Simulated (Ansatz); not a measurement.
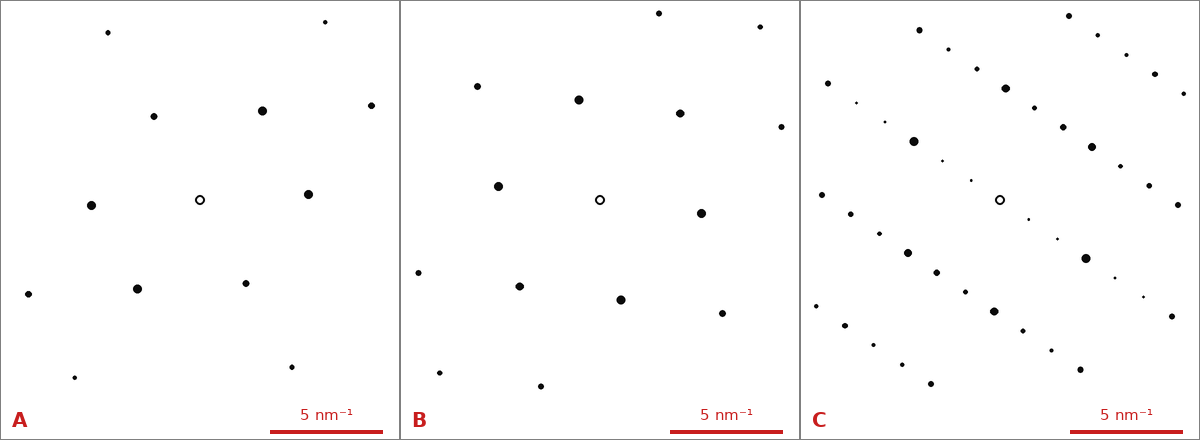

Kinematic electron diffraction patterns (200 kV, B = 0.5 Å², same scale, each along a low-index zone) of three structures of composition Ru, each relaxed at zero pressure with DFT PBEsol, scalar-relativistic, plane waves, PAW in Ansatz.

The structures (standard cells):
1. P6_3/mmc (No. 194), a = 2.690 Å, c = 4.252 Å (hexagonal axes), 2 atoms; generated start, possibly hypothetical
2. R-3m (No. 166), a = 2.686 Å, c = 19.231 Å (hexagonal axes), 9 atoms; generated start, possibly hypothetical
3. Fm-3m (No. 225), a = 3.768 Å, 4 atoms; generated start, possibly hypothetical

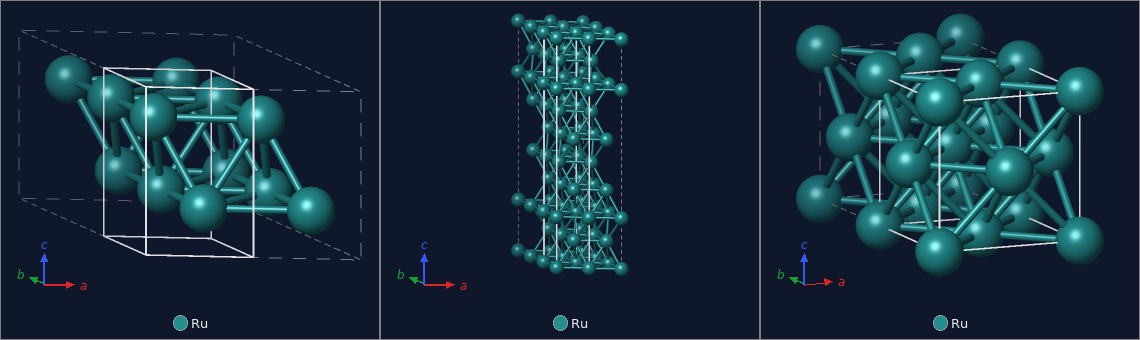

Drawings of the structures 1 to 3, from left to right (each may span several cells).

Which pattern belongs to which structure, and along which zone?

A is structure 1 along [101] or an equivalent direction: centred rectangular net of 0 1 0 at d = 2.33 Å and 1 0 -1 at d = 2.04 Å, 64.0° apart (some points of this net are extinct or too weak to see). B is structure 3 along [110] or an equivalent direction: centred rectangular net of -1 1 -1 at d = 2.18 Å and -1 1 1 at d = 2.18 Å, 70.5° apart. C is structure 2 along [100] or an equivalent direction: oblique net of 0 0 3 (weak) at d = 6.41 Å and 0 -1 1 at d = 2.31 Å, 83.1° apart.

Rank the structures by their computed energy.

Structure 1 (P6_3/mmc, 13.32 Å³ an atom) is the lowest of these; structure 2 (R-3m, 13.35 Å³ an atom) lies about 40 meV an atom higher; structure 3 (Fm-3m, 13.38 Å³ an atom) lies about 120 meV an atom higher. These are static energies at 0 K; other structures, not shown, may lie lower still.
